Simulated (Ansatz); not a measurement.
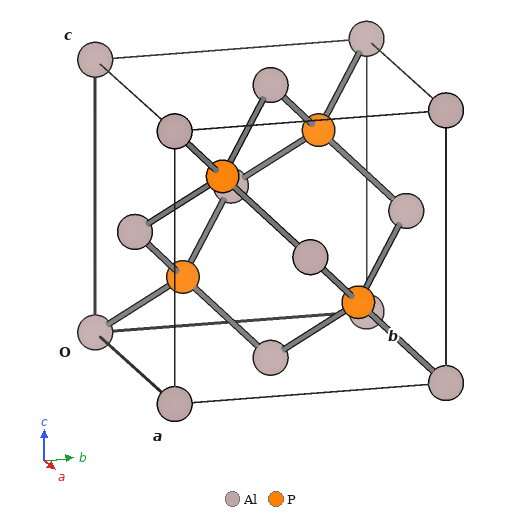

For AlP, the input geometry of an electronic-structure calculation (not necessarily at equilibrium): one unit cell is drawn above. Symmetry computed with spglib at a tolerance of 0.002 Å; standard conventional cell.

```cif
data_structure
_symmetry_space_group_name_H-M 'P 1'
_symmetry_Int_Tables_number 1
_cell_length_a 5.5073
_cell_length_b 5.5073
_cell_length_c 5.5073
_cell_angle_alpha 90.000
_cell_angle_beta 90.000
_cell_angle_gamma 90.000
_cell_volume 167.04
loop_
_atom_site_label
_atom_site_type_symbol
_atom_site_fract_x
_atom_site_fract_y
_atom_site_fract_z
_atom_site_occupancy
Al1 Al 0.00000 0.00000 0.00000 1
P1 P 0.25000 0.25000 0.25000 1
Al2 Al 0.00000 0.50000 0.50000 1
P2 P 0.25000 0.75000 0.75000 1
Al3 Al 0.50000 0.00000 0.50000 1
P3 P 0.75000 0.25000 0.75000 1
Al4 Al 0.50000 0.50000 0.00000 1
P4 P 0.75000 0.75000 0.25000 1
```

Question: What is its point group?

Answer: -43m (Td), order 24, cubic system: three −4 axes, four threefold axes, six mirror planes.

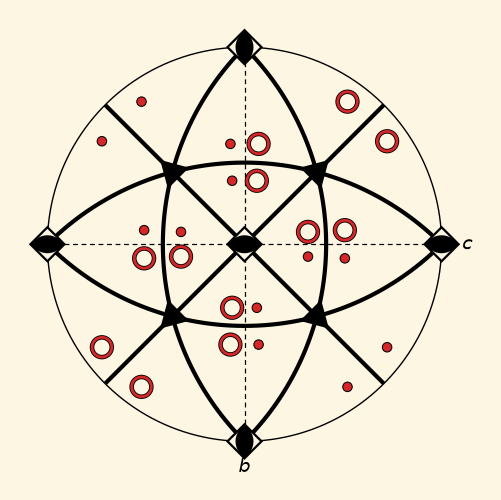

Stereographic projection: filled dots lie in the upper hemisphere, open rings in the lower; heavy lines are mirror planes (a heavy rim: a mirror in the plane of the page); lens, triangle, square and hexagon are 2-, 3-, 4- and 6-fold axes, a lens in an open square is −4, a triangle in an open hexagon −6; thin dashed diameters join the ends of axes that lie in the page; a small open circle marks inversion. The poles are one general form. The a axis points at the viewer.

Question: What does this class allow?

Answer: Class -43m is not centrosymmetric; not polar, but piezoelectricity is allowed; it is not chiral. Its Laue class is m-3m.
